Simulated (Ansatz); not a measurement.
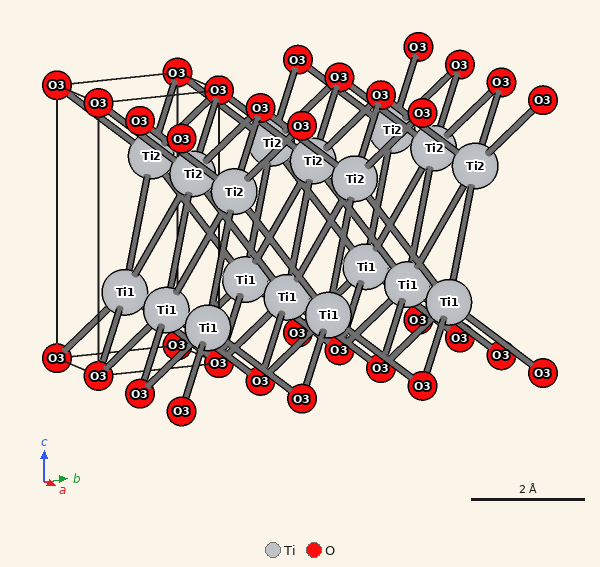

The structure as given in the input (ball-and-stick view of the cell of the calculation, repeated 3 × 3 × 1, seen slightly off an axis; atoms are numbered from 1 in the order of the input).

**Geometry relaxation, with input and output: Ti₂O (part 1 of 2)**

Ti₂O (3 atoms in the cell), computed with DFT r2SCAN, scalar-relativistic, plane waves, PAW, no spin polarisation (Ansatz 0.2.0).

The structure derives from an entry of the Crystallography Open Database. It belongs to a series of runs on one base structure; here: volume × 1.03, shape and atoms relaxed. Figures and captions count atoms from 1; the log counts them from 0 in places.

Log:
```
Engine: ansatz 0.2.0, x86_64-unknown-linux-gnu
Pseudopotentials: kind: paw
Pseudopotential: Ti, paw, valence charge 12, recommended cutoff 500 eV (meta_gga), Ti.paw.azcp
Pseudopotential: O, paw, valence charge 6, recommended cutoff 500 eV (meta_gga), O.paw.azcp
Functional definition: r2SCAN
  parameter k0 = 0.174
  parameter k1 = 0.065
  parameter a1 = 4.9479
  exchange = r2scan_x(k0 = k0, k1 = k1, a1 = a1)
  correlation = r2scan_c
Crystal: 3 atoms, lattice volume = 37.406 Å³
Basis set: ecut = 500 eV, 989 PW (Γ), exchange–correlation on 96×96×144 points (64 copies of the dense FFT grid, shifted against one another)
Bands: 19, of which v1, the nominal top of the filled ones, is band 15 counted from 1 (14 counted from 0)
Symmetry: 12 space group operations
Space group: P-3m1 (ITA 164), of the structure as read, at distance tolerance 3.3e-5 Å
k-points: 330 of 3240
Non-local potential: Ti, projectors of the file, l = 0: 3, l = 1: 2, l = 2: 3, l = 3: 1
Non-local potential: O, projectors of the file, l = 0: 2, l = 1: 2, l = 2: 1
PAW form: soft (Blöchl's): semilocal exchange-correlation on the pseudo side does not see the compensation charge
PAW frozen core: Ti, regenerated for the run's functional (the file was generated under x = pbe(κ = 0.804, μ = 0.2195149727645171), c = pbe(β = 0.06672455060314922))
PAW frozen core: O, regenerated for the run's functional (the file was generated under x = pbe(κ = 0.804, μ = 0.2195149727645171), c = pbe(β = 0.06672455060314922))
PAW one-centre angular grid: Ti, 590 points (default); XC on 160 Gauss nodes
PAW one-centre angular grid: O, 302 points (default); XC on 160 Gauss nodes
Initial density: superposition of atomic densities (neutral atoms: chi_scale 0, normalization atom), corrected by the library's trained network
Initial wavefunctions: pseudopotential atomic-orbital guess
Functional: x = r2scan, c = r2scan; τ floored in thin density (d = 2e-4 eV/Å³)
SCF iter   1: F=—  HF=-5580.577336 eV  |F-HF|=—  |Δ(HF+E_count)|=         —  Δρ=1.94e-2  dr2=1.41e-1  dr2_τ=9.57e-2  ethr=1.77e-3  ⟨swp⟩=4.2  Hψ=23719  notcnv=0
preconditioner: auto → Kerker (q_TF=auto, 2.630 Å⁻¹)  [metal: Δε(μ)=0.003 eV  Ē_g=8.654 eV  σ=0.100 eV  W_gap=0.02  n_scr=10 (ndim 8)  ℏωp=22.7 eV  f_vac=0.000  D(μ)=1.00/eV (n_scr^D=2)]
SCF iter   2: F=—  HF=-5580.678588 eV  |F-HF|=—  |Δ(HF+E_count)|=   1.01e-1  Δρ=7.74e-3  dr2=2.36e-2  dr2_τ=2.25e-3  ethr=4.70e-4  ⟨swp⟩=2.0  Hψ=12540  notcnv=0
SCF iter   3: F=—  HF=-5580.678887 eV  |F-HF|=—  |Δ(HF+E_count)|=   3.00e-4  Δρ=3.82e-3  dr2=7.41e-3  dr2_τ=2.95e-4  ethr=7.88e-5  ⟨swp⟩=2.0  Hψ=7486  notcnv=0
SCF iter   4: F=—  HF=-5580.679097 eV  |F-HF|=—  |Δ(HF+E_count)|=   2.10e-4  Δρ=1.44e-3  dr2=9.24e-4  dr2_τ=6.44e-5  ethr=2.47e-5  ⟨swp⟩=2.0  Hψ=7938  notcnv=0
SCF iter   5: F=—  HF=-5580.679008 eV  |F-HF|=—  |Δ(HF+E_count)|=   8.94e-5  Δρ=8.60e-4  dr2=3.51e-4  dr2_τ=3.48e-5  ethr=3.08e-6  ⟨swp⟩=2.0  Hψ=8574  notcnv=0
SCF iter   6: F=—  HF=-5580.678946 eV  |F-HF|=—  |Δ(HF+E_count)|=   6.18e-5  Δρ=2.77e-4  dr2=3.60e-5  dr2_τ=1.22e-6  ethr=1.17e-6  ⟨swp⟩=2.0  Hψ=8071  notcnv=0
SCF iter   7: F=—  HF=-5580.678943 eV  |F-HF|=—  |Δ(HF+E_count)|=   3.25e-6  Δρ=6.39e-5  dr2=1.28e-6  dr2_τ=9.75e-8  ethr=1.20e-7  ⟨swp⟩=2.0  Hψ=8503  notcnv=0
SCF iter   8: F=-5580.678943 eV  HF=-5580.678943 eV  |F-HF|=8.02e-9  |Δ(HF+E_count)|=   3.16e-8  Δρ=1.09e-5  dr2=4.06e-8  dr2_τ=1.71e-9  ethr=3.33e-10  ⟨swp⟩=6.3  Hψ=36330  notcnv=0
SCF 1 converged in 8 iterations: F = -5580.678943 eV  dr2 = 4.06e-8
  greatest PAW one-centre occupation: 1.001 electrons in one spin orbital (limit 2), on the Ti atom at site 1 (counted from 0), in its partial waves of l = 1
relax step   1: F+E_penalty+E_count = -5580.67894281 eV  Δ(F+E_penalty+E_count) = +0.000e0 eV  max|allowed force component| = 4.980e-2 eV/Å  Δτ_max = 0.0000 Å  P = -5.549 GPa  Ω = 37.406 Å³  fix = [volume]  reactions: volume -5.549 GPa  (8 SCF iters, dr2 threshold 1.00e-7 eV, accepted)
Basis set: ecut = 500 eV, 977 PW (Γ), exchange–correlation on 96×96×144 points (64 copies of the dense FFT grid, shifted against one another)
Initial density: handed on by an earlier stage of this run
Initial wavefunctions: those handed on with the density
iter 1 solved again at ethr=7.04e-7 eV; its pass at ethr=3.10e-3 eV (dr2=2.11e-4 eV) is discarded
SCF iter   1: F=—  HF=-5580.678719 eV  |F-HF|=—  |Δ(HF+E_count)|=         —  Δρ=4.88e-4  dr2=1.98e-4  dr2_τ=8.84e-4  ethr=7.04e-7  ⟨swp⟩=1.1  Hψ=34523  notcnv=0
preconditioner: auto → Kerker (q_TF=auto, 2.630 Å⁻¹)  [metal: Δε(μ)=0.002 eV  Ē_g=8.449 eV  σ=0.100 eV  W_gap=0.01  n_scr=10 (ndim 8)  ℏωp=22.7 eV  f_vac=0.000  D(μ)=1.00/eV (n_scr^D=2)]
SCF iter   2: F=—  HF=-5580.679132 eV  |F-HF|=—  |Δ(HF+E_count)|=   4.13e-4  Δρ=2.82e-4  dr2=8.44e-5  dr2_τ=8.51e-7  ethr=6.59e-7  ⟨swp⟩=2.1  Hψ=10105  notcnv=0
SCF iter   3: F=—  HF=-5580.679110 eV  |F-HF|=—  |Δ(HF+E_count)|=   2.19e-5  Δρ=1.10e-4  dr2=9.17e-6  dr2_τ=3.66e-7  ethr=2.81e-7  ⟨swp⟩=2.0  Hψ=7845  notcnv=0
SCF iter   4: F=—  HF=-5580.679108 eV  |F-HF|=—  |Δ(HF+E_count)|=   1.88e-6  Δρ=4.91e-5  dr2=1.57e-6  dr2_τ=8.94e-8  ethr=3.06e-8  ⟨swp⟩=2.0  Hψ=7302  notcnv=0
SCF iter   5: F=-5580.679108 eV  HF=-5580.679108 eV  |F-HF|=5.36e-9  |Δ(HF+E_count)|=   1.02e-7  Δρ=2.25e-5  dr2=1.08e-7  dr2_τ=1.55e-8  ethr=5.17e-10  ⟨swp⟩=6.2  Hψ=36323  notcnv=0
the search or the solves at the SCF's close seem to have found levels that the self-consistency loop had missed (the run counts 1). By its estimate they hold under 1e-12 electrons; where the run keeps them, the occupations were computed again with them
SCF 2 converged in 5 iterations: F = -5580.679108 eV  dr2 = 1.08e-7
relax step   2: F+E_penalty+E_count = -5580.67910827 eV  Δ(F+E_penalty+E_count) = -1.655e-4 eV  max|allowed force component| = 9.772e-3 eV/Å  Δτ_max = 0.0026 Å  P = -5.510 GPa  Ω = 37.406 Å³  fix = [volume]  reactions: volume -5.510 GPa  (5 SCF iters, dr2 threshold 1.55e-7 eV, accepted)
iter 1 solved again at ethr=1.72e-7 eV; its pass at ethr=3.10e-3 eV (dr2=5.17e-5 eV) is discarded
SCF iter   1: F=—  HF=-5580.679021 eV  |F-HF|=—  |Δ(HF+E_count)|=         —  Δρ=3.33e-4  dr2=5.25e-5  dr2_τ=2.28e-4  ethr=1.72e-7  ⟨swp⟩=2.1  Hψ=39773  notcnv=0
preconditioner: auto → Kerker (q_TF=auto, 2.630 Å⁻¹)  [metal: Δε(μ)=0.003 eV  Ē_g=8.449 eV  σ=0.100 eV  W_gap=0.02  n_scr=10 (ndim 8)  ℏωp=22.7 eV  f_vac=0.000  D(μ)=1.01/eV (n_scr^D=2)]
SCF iter   2: F=—  HF=-5580.679125 eV  |F-HF|=—  |Δ(HF+E_count)|=   1.04e-4  Δρ=1.68e-4  dr2=2.22e-5  dr2_τ=4.33e-7  ethr=1.72e-7  ⟨swp⟩=2.0  Hψ=10100  notcnv=0
SCF iter   3: F=—  HF=-5580.679118 eV  |F-HF|=—  |Δ(HF+E_count)|=   6.71e-6  Δρ=9.34e-5  dr2=4.68e-6  dr2_τ=3.67e-7  ethr=7.40e-8  ⟨swp⟩=2.0  Hψ=7956  notcnv=0
SCF iter   4: F=—  HF=-5580.679118 eV  |F-HF|=—  |Δ(HF+E_count)|=   8.38e-7  Δρ=3.09e-5  dr2=8.44e-7  dr2_τ=7.07e-8  ethr=1.56e-8  ⟨swp⟩=2.0  Hψ=8575  notcnv=0
SCF iter   5: F=-5580.679117 eV  HF=-5580.679117 eV  |F-HF|=2.36e-8  |Δ(HF+E_count)|=   1.03e-7  Δρ=1.35e-5  dr2=2.81e-8  dr2_τ=4.18e-9  ethr=1.67e-10  ⟨swp⟩=6.1  Hψ=35854  notcnv=0
SCF 3 converged in 5 iterations: F = -5580.679117 eV  dr2 = 2.81e-8
relax step   3: F+E_penalty+E_count = -5580.67911745 eV  Δ(F+E_penalty+E_count) = -9.180e-6 eV  max|allowed force component| = 2.823e-3 eV/Å  Δτ_max = 0.0011 Å  P = -5.490 GPa  Ω = 37.406 Å³  energy of the carried Pulay correction = +8.922e-18 eV  fix = [volume]  reactions: volume -5.490 GPa  (5 SCF iters, dr2 threshold 5.01e-8 eV, accepted)
iter 1 solved again at ethr=1.77e-8 eV; its pass at ethr=3.10e-3 eV (dr2=5.30e-6 eV) is discarded
SCF iter   1: F=—  HF=-5580.679126 eV  |F-HF|=—  |Δ(HF+E_count)|=         —  Δρ=1.38e-4  dr2=5.50e-6  dr2_τ=1.63e-5  ethr=1.77e-8  ⟨swp⟩=2.1  Hψ=39814  notcnv=0
preconditioner: auto → Kerker (q_TF=auto, 2.630 Å⁻¹)  [metal: Δε(μ)=0.002 eV  Ē_g=8.448 eV  σ=0.100 eV  W_gap=0.01  n_scr=10 (ndim 8)  ℏωp=22.7 eV  f_vac=0.000  D(μ)=1.00/eV (n_scr^D=2)]
SCF iter   2: F=—  HF=-5580.679135 eV  |F-HF|=—  |Δ(HF+E_count)|=   8.84e-6  Δρ=5.62e-5  dr2=1.08e-6  dr2_τ=9.72e-8  ethr=1.77e-8  ⟨swp⟩=2.0  Hψ=10427  notcnv=0
SCF iter   3: F=—  HF=-5580.679135 eV  |F-HF|=—  |Δ(HF+E_count)|=   3.29e-8  Δρ=2.55e-5  dr2=2.99e-7  dr2_τ=1.73e-8  ethr=3.61e-9  ⟨swp⟩=2.1  Hψ=7781  notcnv=0
SCF iter   4: F=-5580.679135 eV  HF=-5580.679135 eV  |F-HF|=2.18e-8  |Δ(HF+E_count)|=   1.30e-8  Δρ=8.54e-6  dr2=5.53e-8  dr2_τ=2.84e-9  ethr=2.12e-10  ⟨swp⟩=5.9  Hψ=35615  notcnv=0
the search or the solves at the SCF's close seem to have found levels that the self-consistency loop had missed (the run counts 1). By its estimate they hold under 1e-12 electrons; where the run keeps them, the occupations were computed again with them
SCF 4 converged in 4 iterations: F = -5580.679135 eV  dr2 = 5.53e-8
relax step   4: F+E_penalty+E_count = -5580.67913500 eV  Δ(F+E_penalty+E_count) = -1.754e-5 eV  max|allowed force component| = 7.573e-4 eV/Å  Δτ_max = 0.0001 Å  P = -5.494 GPa  Ω = 37.406 Å³  energy of the carried Pulay correction = +2.177e-15 eV  fix = [volume]  reactions: volume -5.494 GPa  (4 SCF iters, dr2 threshold 6.35e-8 eV, accepted)
Initial wavefunctions: pseudopotential atomic-orbital guess (no wavefunctions were taken with the density)
iter 1 solved again at ethr=1.04e-8 eV; its pass at ethr=3.10e-3 eV (dr2=3.13e-6 eV) is discarded
SCF iter   1: F=—  HF=-5580.679134 eV  |F-HF|=—  |Δ(HF+E_count)|=         —  Δρ=8.80e-6  dr2=5.59e-8  dr2_τ=9.29e-9  ethr=1.04e-8  ⟨swp⟩=3.0  Hψ=42004  notcnv=0
preconditioner: auto → Kerker (q_TF=auto, 2.630 Å⁻¹)  [metal: Δε(μ)=0.001 eV  Ē_g=8.448 eV  σ=0.100 eV  W_gap=0.01  n_scr=10 (ndim 8)  ℏωp=22.7 eV  f_vac=0.000  D(μ)=1.00/eV (n_scr^D=2)]
SCF iter   2: F=—  HF=-5580.679134 eV  |F-HF|=—  |Δ(HF+E_count)|=  3.72e-10  Δρ=6.15e-6  dr2=2.89e-8  dr2_τ=7.77e-10  ethr=1.86e-10  ⟨swp⟩=1.6  Hψ=6534  notcnv=0
SCF iter   3: F=—  HF=-5580.679134 eV  |F-HF|=—  |Δ(HF+E_count)|=  2.25e-10  Δρ=3.80e-6  dr2=6.94e-9  dr2_τ=9.55e-10  ethr=9.63e-11  ⟨swp⟩=2.0  Hψ=8573  notcnv=0
SCF iter   4: F=—  HF=-5580.679134 eV  |F-HF|=—  |Δ(HF+E_count)|=   1.15e-9  Δρ=7.63e-7  dr2=2.00e-10  dr2_τ=2.82e-11  ethr=2.31e-11  ⟨swp⟩=2.0  Hψ=8386  notcnv=0
SCF iter   5: F=-5580.679134 eV  HF=-5580.679134 eV  |F-HF|=7.28e-12  |Δ(HF+E_count)|=  1.07e-10  Δρ=2.53e-7  dr2=1.77e-11  dr2_τ=2.31e-12  ethr=1.00e-12  ⟨swp⟩=5.9  Hψ=25285  notcnv=0
SCF 5 converged in 5 iterations: F = -5580.679134 eV  dr2 = 1.77e-11
relax step   5: F+E_penalty+E_count = -5580.67913363 eV  Δ(F+E_penalty+E_count) = +1.362e-6 eV  max|allowed force component| = 5.407e-4 eV/Å  Δτ_max = 0.0000 Å  P = -5.494 GPa  Ω = 37.406 Å³  fix = [volume]  reactions: volume -5.494 GPa  stress off target by 1.68e-3 GPa on what of the cell is left free  SCF on the basis re-selected at this cell (its energy is not comparable with the rows above)  (5 SCF iters)
```

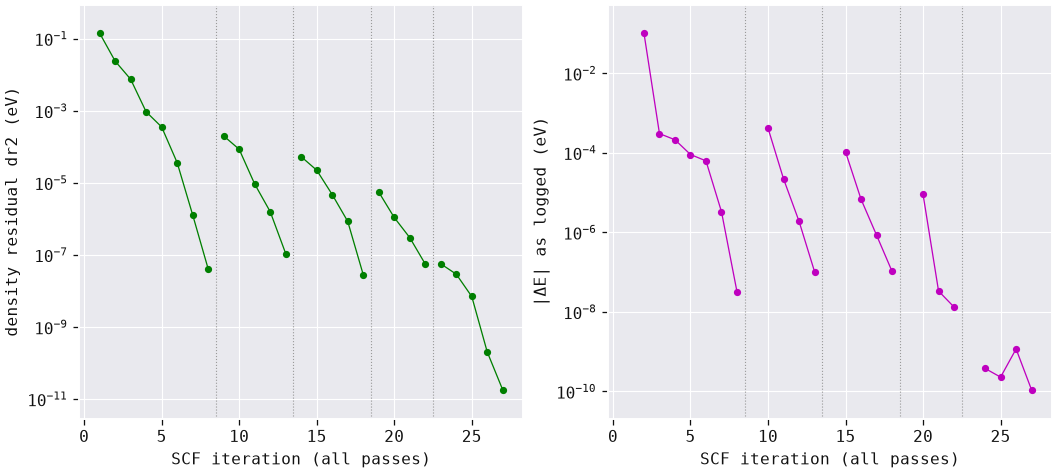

Convergence of the self-consistent field: density residual dr2 and size of the energy change against the SCF iteration. The dotted lines part the SCF passes of the relaxation: geometry steps, rejected trials and re-solves on a re-selected basis. The 5 passes take 4 to 8 iterations each, 27 in all.

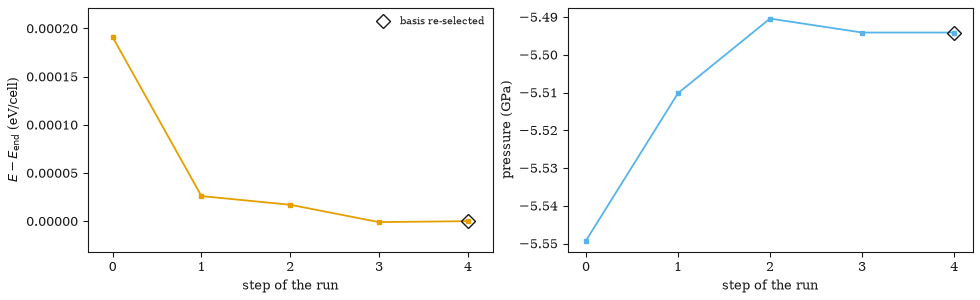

Progress of the relaxation, step by step (the first geometry is step 0 here and step 1 in the log). After 3 geometry steps the energy has fallen by 0.2 meV per cell of the calculation. Largest force component: 0.05 eV/Å at the start, 0.00054 eV/Å at the end. Pressure: −5.55 GPa at the start and −5.49 GPa at the end. The atoms keep their places relative to the cell (all moves are under 0.005 Å). Among the contacts that change: Ti1–Ti2 2.830 → 2.835 Å. The space group stays P-3m1 (No. 164). A last SCF at the same geometry on a re-selected plane-wave basis shifts the energy by +0.0 meV per cell of the calculation. (Atoms are counted from 1 in the order of the input.)
